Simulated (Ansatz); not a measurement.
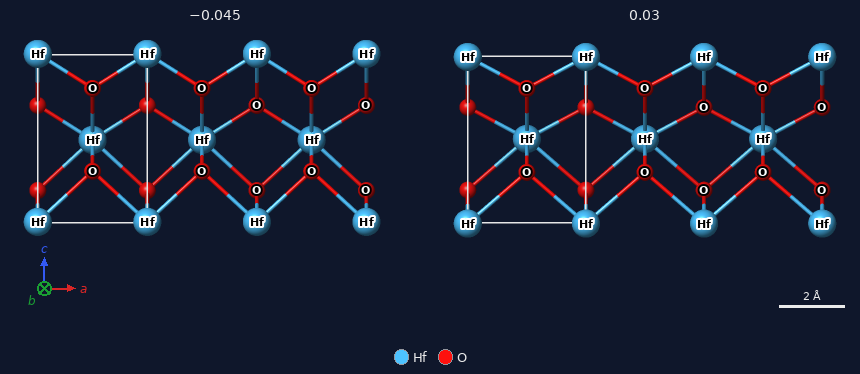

A crystal of HfO$_{2}$ (set up in P4_2/nmc), under uniaxial strain along a (b, c and atoms relaxed), with energies (extrapolated to zero smearing) counted from the relaxed crystal, which is the row at zero. The picture shows the first and the last member. The picture is a ball-and-stick view of the cell of the calculation, repeated 3 × 1 × 1 with one cell outlined, seen along the b axis.

Computed with Ansatz 0.2.0: DFT r2SCAN, scalar-relativistic, plane waves, PAW. Settings: plane-wave cutoff 500 eV; k-point mesh 6 × 6 × 6; occupations gaussian; smearing width 0.02 eV; no spin polarisation; force threshold 0.008 eV/Å.

```csv
strain,energy (meV/atom),a (Å),b (Å),c (Å),band gap (eV)
−0.045,18.08,3.416,3.680,5.238,5.09
−0.03,7.84,3.470,3.644,5.222,5.15
−0.015,?,?,?,?,?
0.0,0.00,3.577,3.577,5.203,5.26
0.015,1.82,3.630,3.545,5.197,5.20
0.03,7.09,3.684,3.514,5.195,5.14
```

> One row is withheld. What does the calculation give there?

A parabola through three neighbouring rows (−0.045, −0.03, 0.0) gives, with Lagrange weights, (−0.3333)(18.08) + (1.0000)(7.84) + (0.3333)(0.00) = 1.81 meV/atom. The calculation gives 1.91 meV/atom (a = 3.523 Å, b = 3.610 Å, c = 5.211 Å). The estimate is 0.10 meV/atom too low. For the gap a parabola through the rows −0.045, −0.03, 0.0 gives 5.21 eV, and the calculation 5.21 eV (semilocal gaps, lower than measured ones as a rule). From the first member to the last: Hf–Hf 3.416 → 3.684 Å, Hf–O 2.325 → 2.438 Å, Hf–O 2.444 → 2.358 Å.

The whole series:

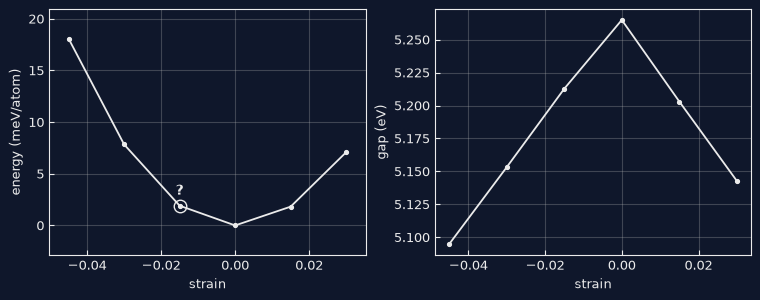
